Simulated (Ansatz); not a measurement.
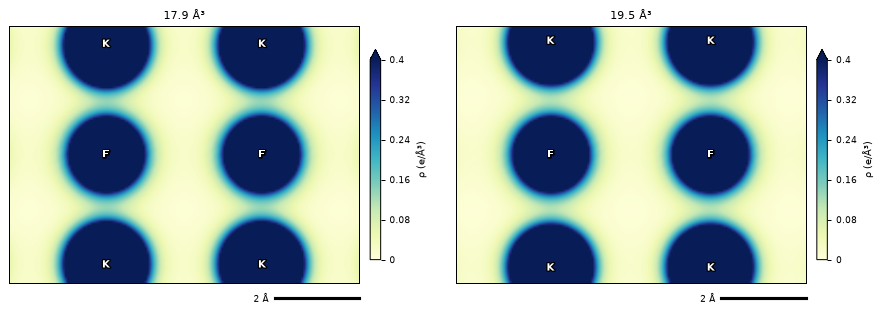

KF. The valence electron density of cells scaled evenly to different volumes (given per atom above each panel), on the (011̄) plane of each (indices in the axes of the cell below), at one length scale and on one colour scale.

Level of theory: Kohn-Sham DFT of a periodic cell, HSE06, Ansatz PAW in Ansatz.

In a PAW calculation such maps are meaningful between the atoms, not at the nuclei.

The largest cell:

```
CELL_PARAMETERS angstrom
0.00000 2.68954 2.68954
2.68954 0.00000 2.68954
2.68954 2.68954 0.00000
ATOMIC_POSITIONS crystal
K 0.00000 0.00000 0.00000
F 0.50000 0.50000 0.50000
```

| volume (Å³/atom) | K–F contact in the plane (Å) | ρ at its midpoint (e/Å³) | pressure (GPa) | gap on the mesh (eV) | 
| --- | --- | --- | --- | --- |
| 17.93 | 2.617 | 0.137 | 2.9 | 8.54 | 
| 18.31 | 2.636 | ? | ? | ? | 
| 19.46 | 2.690 | 0.116 | −0.2 | 8.07 | 

> What values belong in the row with question marks?

Over the known rows ln ρ falls by 2.28 per Å of K–F distance (the line through the two), which gives 0.131 e/Å³ at 2.636 Å; the calculation gives 0.131 e/Å³. For the pressure, a straight line in volume between the neighbouring rows gives 2.1 GPa; the calculation gives 2.0. For the gap on the mesh, a straight line in volume between the neighbouring rows gives 8.42 eV; the calculation gives 8.42.
